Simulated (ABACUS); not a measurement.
Single-point calculation, with input and output: Ru (part 2 of 2)

The same run, continued: Ru (P-1, 2 atoms in the cell); Kohn-Sham DFT of a periodic cell, PBE, PseudoDojo NC SR 0.4.1 PBE standard, no spin polarisation (ABACUS 3.10.1); cutoff 1360.57 eV, 11×11×6 k-mesh, fermi-dirac of 0.05 eV. The structure derives from an entry of the Crystallography Open Database. It belongs to a series of runs on one base structure; here: atoms moved at random by about 0.05 A.

Geometry of the input (Å; fractional positions):
```
2.7058  0.0000  0.0000
-1.3529  2.3433  0.0000
0.0000  0.0000  4.2819
Ru 0.6724  0.3438  0.7452
Ru 0.3216  0.6804  0.2437
```

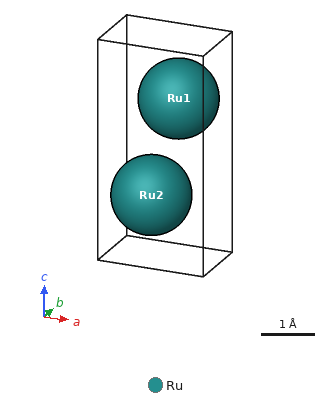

The structure (spheres-only view of the cell of the calculation, seen slightly off an axis; atoms are numbered from 1 in the order of the input).

## The program's output, continued
```
----------------------------------------------------------
 E_KohnSham     -404.3091040422      -5500.9075682490
 E_Harris       -404.3102840596      -5500.9236232089
 E_Fermi        1.7380826739         23.6478279605
----------------------------------------------------------

 LCAO ALGORITHM --------------- ION=   1  ELEC=   7--------------------------------

 Density error is 5.66770828482e-06
----------------------------------------------------------
     Energy           Rydberg                 eV
----------------------------------------------------------
 E_KohnSham     -404.3091040462      -5500.9075683029
 E_Harris       -404.3095953523      -5500.9142528657
 E_Fermi        1.7380733927         23.6477016834
----------------------------------------------------------

 LCAO ALGORITHM --------------- ION=   1  ELEC=   8--------------------------------

 Density error is 1.58322146843e-07
----------------------------------------------------------
     Energy           Rydberg                 eV
----------------------------------------------------------
 E_KohnSham     -404.3091040463      -5500.9075683051
 E_Harris       -404.3091156693      -5500.9077264436
 E_Fermi        1.7380670399         23.6476152482
----------------------------------------------------------

 LCAO ALGORITHM --------------- ION=   1  ELEC=   9--------------------------------

 Density error is 1.65888772443e-08
----------------------------------------------------------
     Energy           Rydberg                 eV
----------------------------------------------------------
 E_KohnSham     -404.3091040465      -5500.9075683067
 E_KS(sigma->0) -404.3084778910      -5500.8990490241
 E_Harris       -404.3091051484      -5500.9075832990
 E_band         -7.4020875317        -100.7105675252
 E_one_elec     -64.7906393094       -881.5218716705
 E_Hartree      56.7448051869        772.0526824415
 E_xc           -68.2888249929       -929.1171296287
 E_Ewald        -327.9731926200      -4462.3042108839
 E_entropy(-TS) -0.0012523110        -0.0170385651
 E_descf        0.0000000000         0.0000000000
 E_exx          0.0000000000         0.0000000000
 E_Fermi        1.7380669055         23.6476134197
----------------------------------------------------------

 charge density convergence is achieved
 final etot is -5500.9075683 eV
 EFERMI = 23.64761342 eV
The vacuum level is 21.813599645 eV

 STATE ENERGY(eV) AND OCCUPATIONS    NSPIN == 1
 1/364 kpoint (Cartesian) = 0.0000 0.0000 0.0000 (767 pws)
       1       -49.4709     0.00275482
       2       -49.2662     0.00275482
       3       -19.9584     0.00275482
       4       -19.0360     0.00275482
       5       -18.9985     0.00275482
       6       -18.8516     0.00275482
       7       -18.8432     0.00275482
       8       -18.8105     0.00275482
       9        15.7427     0.00275482
      10        17.5075     0.00275482
      11        21.0843     0.00275482
      12        21.1582     0.00275482
      13        21.2529     0.00275482
      14        21.7719     0.00275482
      15        21.8645     0.00275482
      16        22.1620     0.00275482
      17        22.4825     0.00275482
      18        24.7048    1.80770e-12
      19        25.0205    3.27652e-15
      20        25.0588    1.52234e-15

 2/364 kpoint (Cartesian) = 0.033598 0.019398 0.0000 (768 pws)
       1       -49.4588     0.00550964
       2       -49.2617     0.00550964
       3       -19.9294     0.00550964
       4       -19.0922     0.00550964
       5       -19.0215     0.00550964
       6       -18.9067     0.00550964
       7       -18.8575     0.00550964
       8       -18.8247     0.00550964
       9        16.0480     0.00550964
      10        17.7402     0.00550964
      11        20.6260     0.00550964
      12        21.3928     0.00550964
      13        21.5507     0.00550964
      14        21.8281     0.00550964
      15        21.8836     0.00550964
      16        22.0027     0.00550964
      17        22.2711     0.00550964
      18        23.2999     0.00550439
      19        24.8771    1.15384e-13
      20        27.1418    2.45885e-33

 3/364 kpoint (Cartesian) = 0.067196 0.038795 0.0000 (759 pws)
       1       -49.4255     0.00550964
       2       -49.2506     0.00550964
       3       -19.8467     0.00550964
       4       -19.2477     0.00550964
       5       -19.0775     0.00550964
       6       -19.0688     0.00550964
       7       -18.8794     0.00550964
       8       -18.8675     0.00550964
       9        16.8661     0.00550964
      10        18.2526     0.00550964
      11        20.0947     0.00550964
      12        20.8670     0.00550964
      13        21.3542     0.00550964
      14        21.8028     0.00550964
      15        22.0974     0.00550964
      16        22.3822     0.00550964
      17        22.4096     0.00550964
      18        22.6489     0.00550964
      19        25.1357    6.54371e-16
      20        29.4418    2.58864e-53

 4/364 kpoint (Cartesian) = 0.10079 0.058193 0.0000 (757 pws)
       1       -49.3790     0.00550964
       2       -49.2387     0.00550964
       3       -19.7231     0.00550964
       4       -19.4523     0.00550964
       5       -19.2779     0.00550964
       6       -19.1424     0.00550964
       7       -18.9386     0.00550964
       8       -18.9113     0.00550964
       9        17.7909     0.00550964
      10        18.3848     0.00550964
      11        19.6818     0.00550964
      12        20.1766     0.00550964
      13        21.3222     0.00550964
      14        21.3299     0.00550964
      15        21.9569     0.00550964
      16        23.1372     0.00550944
      17        23.4128     0.00545976
      18        23.6077     0.00379972
      19        25.3606    7.28309e-18
      20        31.7920    1.00010e-73

 5/364 kpoint (Cartesian) = 0.13439 0.077591 0.0000 (762 pws)
       1       -49.3308     0.00550964
       2       -49.2329     0.00550964
       3       -19.6404     0.00550964
       4       -19.5798     0.00550964
       5       -19.4620     0.00550964
       6       -19.2009     0.00550964
       7       -19.0333     0.00550964
       8       -18.9426     0.00550964
       9        17.8518     0.00550964
      10        18.4234     0.00550964
      11        18.8037     0.00550964
      12        20.9598     0.00550964
      13        20.9637     0.00550964
      14        21.6476     0.00550964
      15        21.7452     0.00550964
      16        24.2520    3.09963e-08
      17        24.6669    7.72148e-12
      18        25.0322    5.18291e-15
      19        25.5020    4.30513e-19
      20        33.1249    2.64469e-85

 6/364 kpoint (Cartesian) = 0.16799 0.096989 0.0000 (758 pws)
       1       -49.2953     0.00550964
       2       -49.2360     0.00550964
       3       -19.7518     0.00550964
       4       -19.5695     0.00550964
       5       -19.4570     0.00550964
       6       -19.2347     0.00550964
       7       -19.1266     0.00550964
       8       -18.9618     0.00550964
       9        17.6066     0.00550964
      10        18.3459     0.00550964
      11        18.4193     0.00550964
      12        20.7668     0.00550964
      13        21.4846     0.00550964
      14        21.6961     0.00550964
      15        22.1213     0.00550964
      16        24.9948    1.09637e-14
      17        25.4600    9.96937e-19
      18        25.5662    1.19267e-19
      19        27.1800    1.14606e-33
      20        30.5459    6.65495e-63

[... levels at 358 further k points ...]

 correction force for each atom along direction 1 is -1.49627e-07
 correction force for each atom along direction 2 is 1.91876e-06
 correction force for each atom along direction 3 is 2.05274e-06
------------------------------------------------------------------------------------------
 TOTAL-FORCE (eV/Angstrom)
------------------------------------------------------------------------------------------
                       Ru1        -0.3411084098         0.0489895227        -0.0865386975
                       Ru2         0.3411084098        -0.0489895227         0.0865386975
------------------------------------------------------------------------------------------

----------------------------------------------------------------
 TOTAL-STRESS (KBAR)
----------------------------------------------------------------
        61.7226946405        10.9370541908         0.5438746007
        10.9370541908        65.8401793216        -0.0723135952
         0.5438746007        -0.0723135952        69.0033327774
----------------------------------------------------------------
 TOTAL-PRESSURE: 65.522069 KBAR

 --------------------------------------------
 !FINAL_ETOT_IS -5500.9075683066794227 eV
 --------------------------------------------
```

## Standard output
```
ABACUS v3.10.1

               Atomic-orbital Based Ab-initio Computation at UStc

%%%%%%%%%%%%%%%%%%%%%%%%%%%%%%%%%%%%%%%%%%%%%%%%%%%%%%%%%%%%%%%%%%%%%%%%%%%%%%%%%%%%%%%%%%%%%%%%%%%%%%%%%
 Warning: the number of valence electrons in pseudopotential > 8 for Ru: [Kr] 4d7 5s1
 Pseudopotentials with additional electrons can yield (more) accurate outcomes, but may be less efficient.
 If you're confident that your chosen pseudopotential is appropriate, you can safely ignore this warning.
%%%%%%%%%%%%%%%%%%%%%%%%%%%%%%%%%%%%%%%%%%%%%%%%%%%%%%%%%%%%%%%%%%%%%%%%%%%%%%%%%%%%%%%%%%%%%%%%%%%%%%%%%

 UNIFORM GRID DIM        : 36 * 36 * 54
 UNIFORM GRID DIM(BIG)   : 9 * 9 * 27
 ---------------------------------------------------------
 Self-consistent calculations for electrons
 ---------------------------------------------------------
 SPIN    KPOINTS         PROCESSORS  THREADS     NBASE
 1       364             4           4           52
 ---------------------------------------------------------
 Use Systematically Improvable Atomic bases
 ---------------------------------------------------------
 ELEMENT ORBITALS        NBASE       NATOM       XC
 Ru      3s2p2d1f-7au    26          2
 ---------------------------------------------------------
 Initial plane wave basis and FFT box
 ---------------------------------------------------------
 -------------------------------------------
 SELF-CONSISTENT :
 -------------------------------------------
 START CHARGE      : atomic
 ITER       ETOT/eV          EDIFF/eV         DRHO     TIME/s
 GE1     -5.49987484e+03   0.00000000e+00   7.8693e-02   1.28
 GE2     -5.50080259e+03  -9.27750640e-01   2.3843e-02   1.19
 GE3     -5.50090725e+03  -1.04666880e-01   4.8578e-03   1.21
 GE4     -5.50090756e+03  -3.02012071e-04   3.2642e-04   1.18
 GE5     -5.50090757e+03  -1.16344131e-05   4.0193e-05   1.20
 GE6     -5.50090757e+03  -2.33131232e-07   1.6885e-05   1.18
 GE7     -5.50090757e+03  -5.39125496e-08   5.6677e-06   1.18
 GE8     -5.50090757e+03  -2.15158319e-09   1.5832e-07   1.17
 GE9     -5.50090757e+03  -1.58236492e-09   1.6589e-08   1.17
----------------------------------------------------------------
 TOTAL-STRESS (KBAR)
----------------------------------------------------------------
        61.7226946405        10.9370541908         0.5438746007
        10.9370541908        65.8401793216        -0.0723135952
         0.5438746007        -0.0723135952        69.0033327774
----------------------------------------------------------------
 TOTAL-PRESSURE: 65.522069 KBAR
```

## File mulliken.txt
```
 0
CALCULATE THE MULLIkEN ANALYSIS FOR EACH ATOM
 Total charge:	32
Decomposed Mulliken populations
0                             Zeta of Ru              Spin 1
s                                      0              1.9928
s                                      1              0.8054
s                                      2             -0.0615
SUM OVER M+Zeta                                       2.7366

pz                                     0              1.9846
px                                     0              1.9871
py                                     0              1.9870
SUM OVER M                                            5.9586
pz                                     1              0.1883
px                                     1              0.1838
py                                     1              0.1843
SUM OVER M                                            0.5564
SUM OVER M+Zeta                                       6.5150

dz^2                                   0              1.2959
dxz                                    0              1.3360
dyz                                    0              1.3364
dx^2-y^2                               0              1.3261
dxy                                    0              1.3237
SUM OVER M                                            6.6182
dz^2                                   1             -0.0101
dxz                                    1             -0.0035
dyz                                    1             -0.0037
dx^2-y^2                               1             -0.0074
dxy                                    1             -0.0075
SUM OVER M                                           -0.0322
SUM OVER M+Zeta                                       6.5860

fz^3                                   0              0.0261
fxz^2                                  0              0.0222
fyz^2                                  0              0.0222
fzx^2-zy^2                             0              0.0232
fxyz                                   0              0.0232
fx^3-3*xy^2                            0              0.0220
f3yx^2-y^3                             0              0.0234
SUM OVER M                                            0.1623
SUM OVER M+Zeta                                       0.1623

SUM OVER M+Zeta+L                                    16.0000

Total Charge on atom:                 Ru             16.0000


1                             Zeta of Ru              Spin 1
s                                      0              1.9928
s                                      1              0.8054
s                                      2             -0.0615
SUM OVER M+Zeta                                       2.7366

pz                                     0              1.9846
px                                     0              1.9871
py                                     0              1.9870
SUM OVER M                                            5.9586
pz                                     1              0.1883
px                                     1              0.1838
py                                     1              0.1843
SUM OVER M                                            0.5564
SUM OVER M+Zeta                                       6.5150

dz^2                                   0              1.2959
dxz                                    0              1.3360
dyz                                    0              1.3364
dx^2-y^2                               0              1.3261
dxy                                    0              1.3237
SUM OVER M                                            6.6182
dz^2                                   1             -0.0101
dxz                                    1             -0.0035
dyz                                    1             -0.0037
dx^2-y^2                               1             -0.0074
dxy                                    1             -0.0075
SUM OVER M                                           -0.0322
SUM OVER M+Zeta                                       6.5860

fz^3                                   0              0.0261
fxz^2                                  0              0.0222
fyz^2                                  0              0.0222
fzx^2-zy^2                             0              0.0232
fxyz                                   0              0.0232
fx^3-3*xy^2                            0              0.0220
f3yx^2-y^3                             0              0.0234
SUM OVER M                                            0.1623
SUM OVER M+Zeta                                       0.1623

SUM OVER M+Zeta+L                                    16.0000

Total Charge on atom:                 Ru             16.0000
```

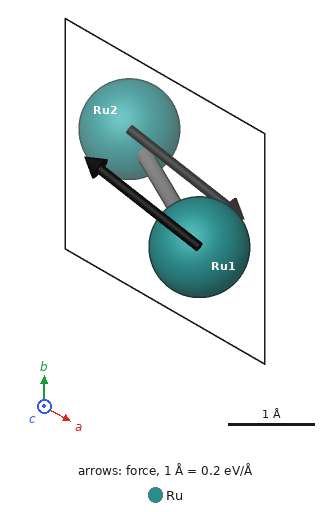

Forces on the atoms as black arrows (ball-and-stick view of the cell of the calculation, along the c axis; atoms are numbered from 1 in the order of the input). The largest act on Ru1, Ru2 (0.36 eV/Å). The geometry is not a stationary point of this energy.

## Results in brief

```json
{"quantity": "outcome", "value": "converged"}
{"quantity": "space group (tolerance 0.01 Å)", "value": "P-1 (2)"}
{"quantity": "electrons treated", "value": "32"}
{"quantity": "free energy", "value": "−5500.9076 eV"}
{"quantity": "Fermi energy", "value": "23.648 eV"}
{"quantity": "gap on the k-point mesh", "value": "none (metallic)"}
{"quantity": "pressure", "value": "6.55 GPa"}
{"quantity": "largest force (length of the vector)", "value": "0.355 eV/Å"}
{"quantity": "hardware", "value": "4 threads of AMD EPYC (Zen 3), 24 GiB of memory available, shared host"}
{"quantity": "wall time", "value": "13 s (CPU time 51 s)"}
{"quantity": "peak memory", "value": "0.48 GiB"}
```

## Remarks

Points of doubt noted for this run: home made orbitals. The cell is under a pressure of 6.6 GPa at this level, so it is not at its equilibrium volume.
